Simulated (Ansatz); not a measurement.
# From Ir to Pd

System: Ir (1 atom in the cell).
Method of the first run: DFT PBE, scalar-relativistic, plane waves, PAW, no spin polarisation (Ansatz 0.2.0).
System of the second run: Pd (1 atom in the cell).

On the first run: The structure was made by swapping elements on the sites of another compound; it need not be a known phase. On the second run: The structure was made by swapping elements on the sites of another compound; it need not be a known phase. It belongs to a series of runs on one base structure; here: Rh -> Pd on all its sites, cell and atoms relaxed. Text and figures count atoms from 1; the logs count them from 0 in places.

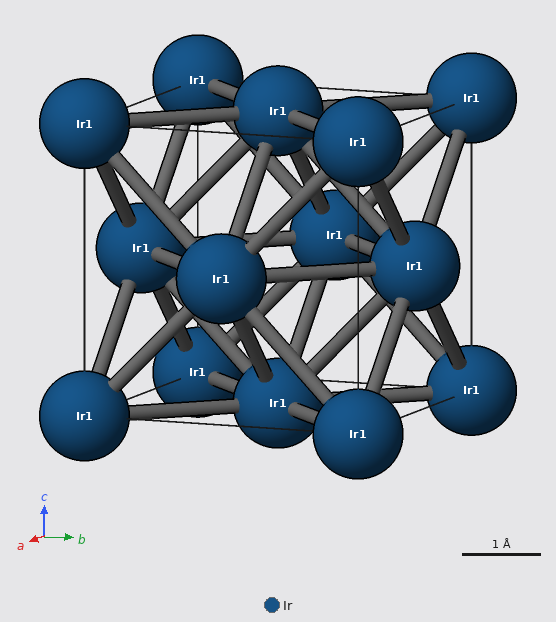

Figure 1. The input geometry (ball-and-stick view of the cell 4 times as large as that of the calculation, set on its symmetry axes, seen slightly off an axis; atoms are numbered from 1 in the order of the input). An atom can appear more than once, as a periodic image. Near neighbours in the periodic cell (some may lie outside the picture): Ir has 12 Ir at 2.70 Å.

Input, the first run:
```yaml
crystal:
  lattice:
    - [0.0, 1.9057899381, 1.9057899381]
    - [1.9057899381, 0.0, 1.9057899381]
    - [1.9057899381, 1.9057899381, 0.0]
  atoms:
    - { symbol: Ir, position: [0.0, 0.0, 0.0] }
basis:
  ecutwfc: 420
kpoints:
  mp_grid: { grid: [8, 8, 8] }
hamiltonian:
  xc: pbe
scf:
  occupations: { method: gaussian, width: 0.1 }
output:
  forces: true
  stress: true
  eigenvalues: true
relax:
  adjacent_minimum: "off"
  f_tol: 0.05
  max_steps: 60
  cell: { stress_tol: 0.5 }
```

Launched with:
```bash
ansatz run input.yaml --threads 1 --pin off --max-ram 2560MiB --backend cpu --events-out ev --progress --plain --runs-dir out
```

Hardware: 1 thread of Arm Neoverse V1, 24 GiB of memory available, shared host.

Output, shortened to warnings, some set-up lines, iterations and results (the first run):
```
Basis set: ecut = 420 eV, 283 PW (Γ), exchange–correlation on 40×40×40 points (8 copies of the dense FFT grid, shifted against one another)
Symmetry: 48 space group operations
k-points: 29 of 512
Initial density: superposition of atomic densities (neutral atoms: chi_scale 0, normalization atom), corrected by the library's trained network
[...]
SCF iter   1: F=—  HF=-11935.199062 eV  |F-HF|=—  |Δ(HF+E_count)|=         —  Δρ=7.24e-3  dr2=1.30e-3  ethr=1.77e-3  ⟨swp⟩=5.0  Hψ=1899  notcnv=0
SCF iter   2: F=—  HF=-11935.199407 eV  |F-HF|=—  |Δ(HF+E_count)|=   3.45e-4  Δρ=3.38e-3  dr2=2.50e-4  ethr=7.66e-6  ⟨swp⟩=2.0  Hψ=690  notcnv=0
SCF iter   3: F=—  HF=-11935.199630 eV  |F-HF|=—  |Δ(HF+E_count)|=   2.24e-4  Δρ=6.01e-4  dr2=2.85e-5  ethr=1.47e-6  ⟨swp⟩=2.7  Hψ=497  notcnv=0
SCF iter   4: F=—  HF=-11935.199628 eV  |F-HF|=—  |Δ(HF+E_count)|=   2.52e-6  Δρ=1.03e-4  dr2=4.07e-7  ethr=1.68e-7  ⟨swp⟩=2.4  Hψ=538  notcnv=0
SCF iter   5: F=-11935.199628 eV  HF=-11935.199628 eV  |F-HF|=1.99e-9  |Δ(HF+E_count)|=   4.58e-7  Δρ=1.39e-5  dr2=9.41e-9  ethr=2.39e-9  ⟨swp⟩=2.0  Hψ=494  notcnv=0
[... 25 lines ...]
SCF iter   2: F=—  HF=-11935.240806 eV  |F-HF|=—  |Δ(HF+E_count)|=   3.37e-5  Δρ=2.21e-4  dr2=2.34e-7  ethr=6.20e-9  ⟨swp⟩=1.2  Hψ=413  notcnv=0
SCF iter   3: F=—  HF=-11935.240817 eV  |F-HF|=—  |Δ(HF+E_count)|=   1.08e-5  Δρ=1.78e-5  dr2=1.74e-8  ethr=1.37e-9  ⟨swp⟩=2.0  Hψ=620  notcnv=0
SCF iter   4: F=-11935.240817 eV  HF=-11935.240817 eV  |F-HF|=3.88e-9  |Δ(HF+E_count)|=   3.92e-8  Δρ=4.37e-6  dr2=2.06e-10  ethr=5.88e-12  ⟨swp⟩=2.7  Hψ=1410  notcnv=0
SCF 5 converged in 4 iterations: F = -11935.240817 eV  dr2 = 2.06e-10
relax step   5: F+E_penalty+E_count = -11935.24081722 eV  Δ(F+E_penalty+E_count) = -3.004e-4 eV  max|allowed force component| = 0.000e0 eV/Å  Δτ_max = 0.0000 Å  P = -0.317 …
basis re-selected at this cell: Δ(F+E_penalty+E_count) = -3.004e-4 eV, ΔP = -0.042 GPa vs the last step (what re-selecting the basis moved, of the pressure what is left beyond the Pulay correction that the steps carried, after the strain that the cell walked since its last selection, with what the …
SCF converged after 4 iterations
Free energy (F): -11935.240817 eV
Harris-Foulkes:  -11935.240817 eV  (|F-HF|=3.88e-9)
Internal energy: -11935.231858 eV  (E = F + TS)
E sigma→0 (E₀):  -11935.236338 eV
Entropy (-TS):   -0.008959 eV (-8.959 meV/atom)
Fermi energy:    24.944664 eV
--- Per-component energies (eV) ---
  E_band       = -95.883350
  E_kinetic    = 622.356850
  E_local      = -1097.359356  (includes V_loc(G=0)·N_el)
  E_nonlocal   = 72.551391
  E_hartree    = 419.080627
  E_xc         = -267.764039
  E_vxc        = -299.821194  (∫ρ·V_xc dr)
  E_paw        = -9223.336244  (= ΣΔE_a)
  E_vpaw       = -231.772361  (= ΣTr[D̂ρ^β])
  E_aug_tail   = 0.000054  (compensation charges beyond the density's cutoff)
  E_ewald      = -2460.761141
  E_smearing   = -0.008959  (= −TS)
  E_closure    = 0.000000  (closes the sum)
  Σ components = -11935.240817   (vs F -11935.240817, Δ=0.00e0)
--- Forces (eV/Å), atoms counted from 1 ---
  atom   1  Ir     0.00000000     0.00000000     0.00000000
  max |Σ_I F_I| component: 3.29e-32 eV/Å
--- Stress (GPa, compression-positive) ---
       -0.316678      -0.000000      -0.000000
        0.000000      -0.316678      -0.000000
       -0.000000      -0.000000      -0.316678
  P = ⅓ Tr σ = -0.3167 GPa (-3.167 kbar)
--- Relaxed structure (4 steps of the walk, 3 accepted, 1 SCFs on fresh bases) ---
  F+E_penalty+E_count = -11935.24081722 eV   max|allowed force component| = 0.000e0 eV/Å   (the final SCF, on the basis selected at the relaxed cell)
  cell:  # Å, volume = 14.5670 Å³
    - [-6.878752244409047e-34, 1.9384136824438687, 1.9384136824438687]
    - [1.9384136824438687, -1.2738430082238965e-34, 1.9384136824438687]
    - [1.9384136824438687, 1.9384136824438687, -1.2738430082238977e-34]
  atoms:
    - { symbol: Ir, position: [0.0, 0.0, 0.0] }
```

For the second run the input was changed thus:
```diff
-    - [0.0, 1.9057899381, 1.9057899381]
-    - [1.9057899381, 0.0, 1.9057899381]
-    - [1.9057899381, 1.9057899381, 0.0]
+    - [0.0, 1.8873986396, 1.8873986396]
+    - [1.8873986396, 0.0, 1.8873986396]
+    - [1.8873986396, 1.8873986396, 0.0]
-    - { symbol: Ir, position: [0.0, 0.0, 0.0] }
+    - { symbol: Pd, position: [0.0, 0.0, 0.0] }
-  mp_grid: { grid: [8, 8, 8] }
+  mp_grid: { grid: [10, 10, 10] }
```

How does the second run compare with the first run?

The total energies belong to different systems, so their difference says nothing on which is more stable or more accurate. The pressure goes from −0.32 to 0.03 GPa. The volume per atom goes from 14.57 to 15.30 Å³. The number of SCF iterations is the same. The irreducible k-points go from 29 to 47.

Output, shortened to warnings, some set-up lines, iterations and results (the second run):
```
Basis set: ecut = 420 eV, 259 PW (Γ), exchange–correlation on 36×36×36 points (8 copies of the dense FFT grid, shifted against one another)
Symmetry: 48 space group operations
k-points: 47 of 1000
Initial density: superposition of atomic densities (neutral atoms: chi_scale 0, normalization atom), corrected by the library's trained network
[...]
SCF iter   1: F=—  HF=-6972.709619 eV  |F-HF|=—  |Δ(HF+E_count)|=         —  Δρ=5.28e-3  dr2=3.32e-3  ethr=1.77e-3  ⟨swp⟩=5.0  Hψ=3547  notcnv=0
SCF iter   2: F=—  HF=-6972.708957 eV  |F-HF|=—  |Δ(HF+E_count)|=   6.62e-4  Δρ=2.47e-3  dr2=4.31e-4  ethr=1.84e-5  ⟨swp⟩=2.4  Hψ=1228  notcnv=0
SCF iter   3: F=—  HF=-6972.708856 eV  |F-HF|=—  |Δ(HF+E_count)|=   1.01e-4  Δρ=8.78e-4  dr2=3.06e-5  ethr=2.40e-6  ⟨swp⟩=2.3  Hψ=894  notcnv=0
SCF iter   4: F=—  HF=-6972.708885 eV  |F-HF|=—  |Δ(HF+E_count)|=   2.89e-5  Δρ=1.11e-4  dr2=4.52e-7  ethr=1.70e-7  ⟨swp⟩=2.3  Hψ=989  notcnv=0
SCF iter   5: F=-6972.708885 eV  HF=-6972.708885 eV  |F-HF|=3.56e-10  |Δ(HF+E_count)|=   7.84e-7  Δρ=6.84e-6  dr2=2.31e-9  ethr=2.51e-9  ⟨swp⟩=2.4  Hψ=968  notcnv=0
[... 25 lines ...]
SCF iter   2: F=—  HF=-6972.866467 eV  |F-HF|=—  |Δ(HF+E_count)|=   1.08e-4  Δρ=3.10e-4  dr2=4.33e-7  ethr=9.03e-9  ⟨swp⟩=1.0  Hψ=611  notcnv=0
SCF iter   3: F=—  HF=-6972.866502 eV  |F-HF|=—  |Δ(HF+E_count)|=   3.47e-5  Δρ=4.02e-5  dr2=1.89e-7  ethr=2.41e-9  ⟨swp⟩=2.1  Hψ=914  notcnv=0
SCF iter   4: F=-6972.866502 eV  HF=-6972.866502 eV  |F-HF|=2.32e-10  |Δ(HF+E_count)|=   3.41e-9  Δρ=3.38e-6  dr2=6.73e-10  ethr=5.56e-12  ⟨swp⟩=3.6  Hψ=2510  notcnv=0
SCF 5 converged in 4 iterations: F = -6972.866502 eV  dr2 = 6.73e-10
relax step   5: F+E_penalty+E_count = -6972.86650205 eV  Δ(F+E_penalty+E_count) = -7.151e-4 eV  max|allowed force component| = 0.000e0 eV/Å  Δτ_max = 0.0000 Å  P = +0.028 GPa …
basis re-selected at this cell: Δ(F+E_penalty+E_count) = -7.151e-4 eV, ΔP = +0.039 GPa vs the last step (what re-selecting the basis moved, of the pressure what is left beyond the Pulay correction that the steps carried, after the strain that the cell walked since its last selection, with what the …
SCF converged after 4 iterations
Free energy (F): -6972.866502 eV
Harris-Foulkes:  -6972.866502 eV  (|F-HF|=2.32e-10)
Internal energy: -6972.857050 eV  (E = F + TS)
E sigma→0 (E₀):  -6972.861776 eV
Entropy (-TS):   -0.009452 eV (-9.452 meV/atom)
Fermi energy:    18.867283 eV
--- Per-component energies (eV) ---
  E_band       = -151.268455
  E_kinetic    = 513.176404
  E_local      = -1800.289036  (includes V_loc(G=0)·N_el)
  E_nonlocal   = 217.214095
  E_hartree    = 729.685714
  E_xc         = -168.488761
  E_vxc        = -211.371121  (∫ρ·V_xc dr)
  E_paw        = -3750.209165  (= ΣΔE_a)
  E_vpaw       = -329.371000  (= ΣTr[D̂ρ^β])
  E_aug_tail   = 0.000198  (compensation charges beyond the density's cutoff)
  E_ewald      = -2713.946500
  E_smearing   = -0.009452  (= −TS)
  E_closure    = 0.000000  (closes the sum)
  Σ components = -6972.866502   (vs F -6972.866502, Δ=0.00e0)
--- Forces (eV/Å), atoms counted from 1 ---
  atom   1  Pd    -0.00000000     0.00000000    -0.00000000
  max |Σ_I F_I| component: 8.63e-32 eV/Å
--- Stress (GPa, compression-positive) ---
        0.027730      -0.000000      -0.000000
       -0.000000       0.027730      -0.000000
       -0.000000      -0.000000       0.027730
  P = ⅓ Tr σ = 0.0277 GPa (0.277 kbar)
--- Relaxed structure (4 steps of the walk, 4 accepted, 1 SCFs on fresh bases) ---
  F+E_penalty+E_count = -6972.86650205 eV   max|allowed force component| = 0.000e0 eV/Å   (the final SCF, on the basis selected at the relaxed cell)
  cell:  # Å, volume = 15.3008 Å³
    - [-6.36921366842303e-36, 1.9704336337916968, 1.9704336337916968]
    - [1.9704336337916968, -6.305522904435259e-34, 1.9704336337916968]
    - [1.9704336337916968, 1.9704336337916968, 2.165533113980625e-34]
  atoms:
    - { symbol: Pd, position: [0.0, 0.0, 0.0] }
```

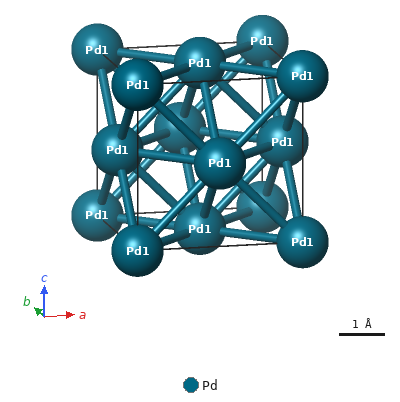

Figure 2. The input structure of the second run (ball-and-stick view of the cell 4 times as large as that of the calculation, set on its symmetry axes, seen slightly off an axis; atoms are numbered from 1 in the order of the input). An atom can appear more than once, as a periodic image.

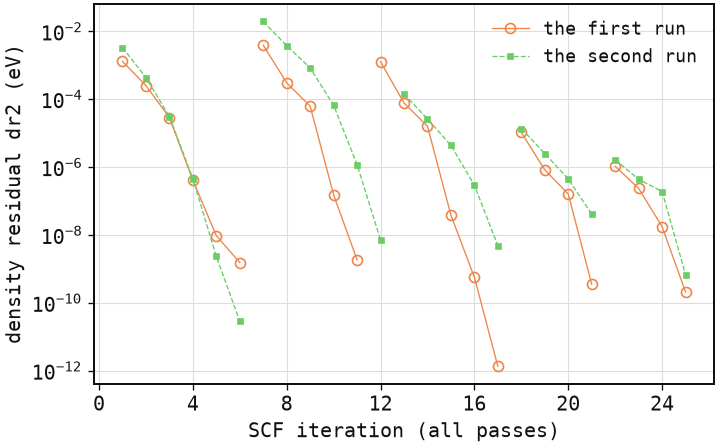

Figure 3. Convergence of the two runs: density residual dr2 against the SCF iteration. A break in a curve parts two SCF passes. The first run takes 25 iterations in all, and the second run takes 25.

The two runs side by side:

| quantity | the first run | the second run |
| --- | --- | --- |
| outcome | converged | converged |
| free energy per atom (eV) | −11935.2408 | −6972.8665 |
| energy per atom, smearing taken to zero (eV) | −11935.2363 | −6972.8618 |
| gap on the mesh (eV) | 0.00 | 0.00 |
| pressure (GPa) | −0.32 | 0.03 |
| volume per atom (Å³) | 14.57 | 15.30 |
| largest force (eV/Å) | 0.000 | 0.000 |
| SCF iterations | 25 | 25 |
| irreducible k-points | 29 | 47 |
| wall time (shared host) | 2.6 s | 3.5 s |

For the first run: Spin–orbit coupling is left out, which matters for Ir.
